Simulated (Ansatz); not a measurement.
System: PbF₂.

```xyz
6
Lattice="2.8420 -2.8420 0.0000 2.8420 2.8420 0.0000 0.0000 0.0000 6.1805" Properties=species:S:1:pos:R:3 pbc="T T T"
Pb    0.0000    0.0000    0.0000
Pb    2.8420    0.0000    3.0902
F     1.4210    1.4210    1.5451
F     1.4210   -1.4210    4.6353
F     1.4210   -1.4210    1.5451
F     1.4210    1.4210    4.6353
```

Space group I4/mmm; started from the fluorite prototype, which need not be the ambient phase; changed on purpose from its base cell (epitaxial xy strain -4.0%); computed pressure about 4 GPa in this cell.

Computed with DFT, HSE06, plane waves, PAW in Ansatz.

### What will maps of the valence pseudo-density and electron localisation function show?

Pb–F (2.53 Å): the density is about 0.26 e/Å³ at the midpoint; the ELF is about 0.10 at the midpoint (no localised pair shows between them).

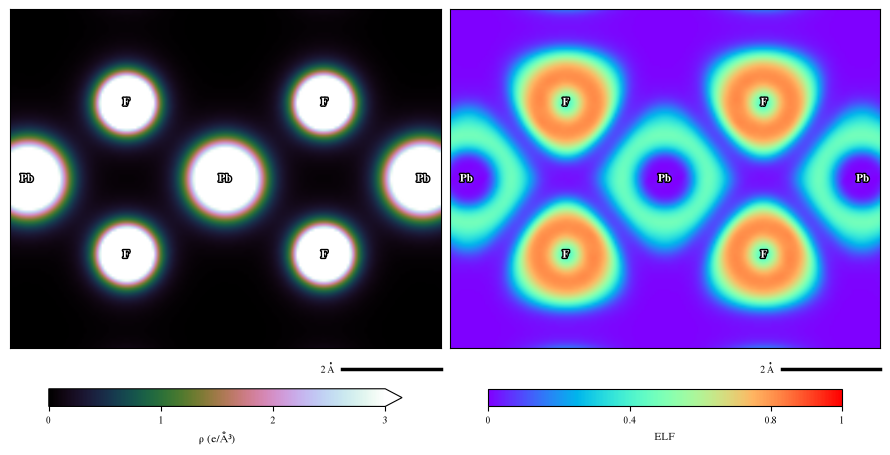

Computed valence pseudo-density and electron localisation function on the (100) plane of the conventional cell, in this order. 

Core electrons are frozen (PAW), and the valence fields are smoothed inside the atomic spheres.
